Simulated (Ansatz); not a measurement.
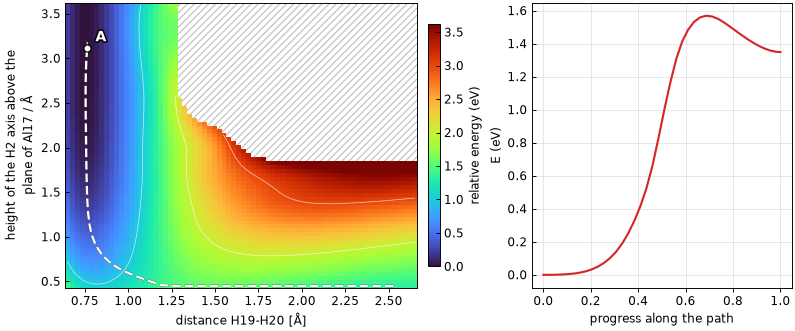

H₂ on an Al(101) slab cut from the P6_3/mmc phase, its upper half relaxed before the scan (18 atoms of substrate and one adsorbate in a 2 × 1 cell). H2 lies flat over one site of a rigid substrate while its bond length and height are varied; it sits over a hollow site, heights counted from the top plane, its axis along the second surface vector. First axis: distance H19-H20. Second axis: height of the H2 axis above the plane of Al17. The grid has 8 × 9 points. At 15 points there is no value (left out: too close to the surface, or the stretched molecule far from it). Points are written as (first, second). Energies are in eV, from the lowest grid point. All numbers below come from DFT PBE, scalar-relativistic, plane waves, PAW in Ansatz 0.2.0. Settings: cutoff 420 eV, k-mesh 5×3×1, gaussian smearing 0.1 eV, no spin polarisation.

Drawn: a smooth colour map with a few white contour lines, a line along the lowest path, hatched blanks where no value was computed, the energy along the path at the right, the start A. Between grid points the surface is interpolated.

**Describe the path and its barrier.**

The easiest path runs from the intact molecule far from the surface, about (0.76 Å, 3.11 Å), to the stretched end of the scan, about (2.54 Å, 0.45 Å). Its highest point, at (1.495 Å, 0.45 Å), lies about 1.6 eV above the start and 0.22 eV above the end on the interpolated surface. An end on the edge of the scan is no minimum, so the barrier from there is a lower bound.

PAW datasets: the set soft_1.
